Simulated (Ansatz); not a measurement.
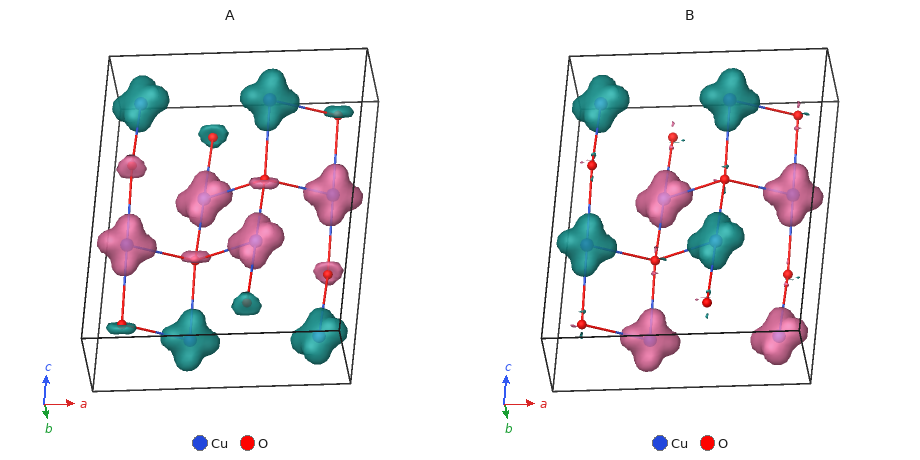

Figure 1: CuO. Spin density of two self-consistent states of the same cell, at +0.2 (teal) and −0.2 e/Å³ (pink).

Space group C2/c; computed pressure about 11 GPa in this cell; Hubbard U of 12 eV on Cu d only; spin-polarised.

Computed with DFT PBE+U, scalar-relativistic, plane waves, PAW (Ansatz).

The density is the valence pseudo-density of a PAW calculation; it isn't the true density close to the nuclei.

Question: Which magnetic state is the more stable, and how do they differ?

Answer: State A: antiferromagnetic in this solution, which needn't be the ground state, with some nearest magnetic neighbours parallel and some opposed; Cu: +0.7 μB (×4) and −0.7 μB (×4) in one cell of 16 atoms, with smaller moments on O (±0.11 μB). State B: antiferromagnetic in this solution, which needn't be the ground state, with every nearest magnetic neighbour opposed; Cu: +0.7 μB (×4) and −0.7 μB (×4) in one cell of 16 atoms. State A lies lower by 23 meV per atom.
